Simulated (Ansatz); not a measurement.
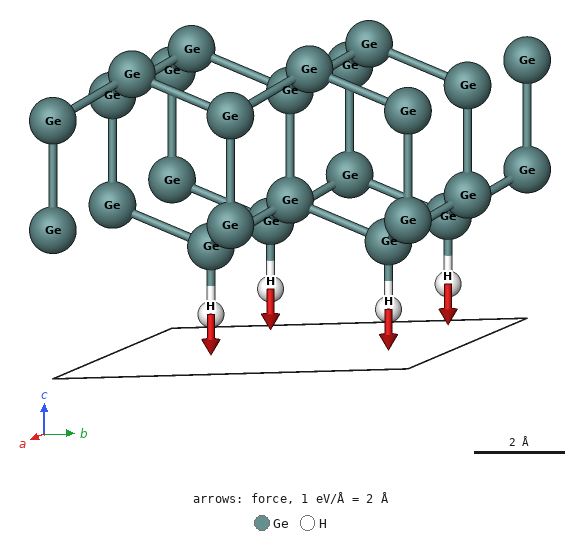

Starting geometry of a slab of composition Ge4H (cut from the Fd-3m phase) with the computed forces as red arrows. Style: ball-and-stick. Shown: the cell of the calculation, outlined in the plane, without the vacuum, slightly off an axis.

Case: clean slab, lower planes held. The slab is the (1 1 1) face of Ge. 8 atoms are held fixed.

These are results of Ansatz, DFT PBE+D3(BJ), scalar-relativistic, plane waves, PAW, not measurements.

Input file:
```yaml
crystal:
  lattice:
    - [8.0601468099, 0.0, 0.0]
    - [-4.0300734049, 6.9802918956, 0.0]
    - [0.0, 0.0, 21.643176445]
  atoms:
    - { symbol: Ge, position: [0.6666666667, 0.3333333333, 0.4403235368] }
    - { symbol: Ge, position: [0.6666666667, 0.8333333333, 0.4403235368] }
    - { symbol: Ge, position: [0.1666666667, 0.3333333333, 0.4403235368] }
    - { symbol: Ge, position: [0.1666666667, 0.8333333333, 0.4403235368] }
    - { symbol: Ge, position: [0.5, 0.5, 0.4783325274] }
    - { symbol: Ge, position: [0.5, 0.0, 0.4783325274] }
    - { symbol: Ge, position: [0.0, 0.5, 0.4783325274] }
    - { symbol: Ge, position: [0.0, 0.0, 0.4783325274] }
    - { symbol: Ge, position: [0.0, 0.5, 0.592359499] }
    - { symbol: Ge, position: [0.0, 0.0, 0.592359499] }
    - { symbol: Ge, position: [0.5, 0.5, 0.592359499] }
    - { symbol: Ge, position: [0.5, 0.0, 0.592359499] }
    - { symbol: Ge, position: [0.8333333333, 0.6666666667, 0.6303684896] }
    - { symbol: Ge, position: [0.8333333333, 0.1666666667, 0.6303684896] }
    - { symbol: Ge, position: [0.3333333333, 0.6666666667, 0.6303684896] }
    - { symbol: Ge, position: [0.3333333333, 0.1666666667, 0.6303684896] }
    - { symbol: H, position: [0.6666666667, 0.3333333333, 0.3696315104] }
    - { symbol: H, position: [0.6666666667, 0.8333333333, 0.3696315104] }
    - { symbol: H, position: [0.1666666667, 0.3333333333, 0.3696315104] }
    - { symbol: H, position: [0.1666666667, 0.8333333333, 0.3696315104] }
basis:
  ecutwfc: 420
kpoints:
  mp_grid: { grid: [3, 3, 1] }
hamiltonian:
  xc: pbe
  dispersion: d3bj
scf:
  occupations: { method: gaussian, width: 0.1 }
output:
  forces: true
  eigenvalues: true
  write_density: true
  write_potential: true
  elf: true
  volumetric_format: npy
relax:
  adjacent_minimum: "off"
  f_tol: 0.03
  max_steps: 70
  constraints: [{ sites: [0, 1, 2, 3, 4, 5, 6, 7] }]
efield:
  axis: 3
  dipole_correction: true
  ramp_width: 0.04
```

Run as
```bash
ansatz run input.yaml --threads 4 --pin off --max-ram 10240MiB --backend cpu --events-out ev --progress --plain --runs-dir out
```

> What follows when this structure is relaxed?

It isn't relaxed: the largest force vector, on H atoms, is 0.47 eV/Å. The atoms end up moving mostly along the starting forces (cosine between the two patterns 0.99). After 2 geometry steps the energy has fallen by 28.8 meV per cell of the calculation. Largest force component: 0.47 eV/Å at the start, 0.0023 eV/Å at the end. The largest moves, 0.031 Å, are those of H17, H18, H19 and H20. H18 goes along the normal (−c). Largest moves by element: H 0.031 Å, Ge 0.006 Å. The cell doesn't change. Some distances before and after: Ge1–H17 1.530 → 1.561 Å. Cost: 56 s on 4 threads of Arm Neoverse V1 (shared host), peak memory 2.2 GiB.
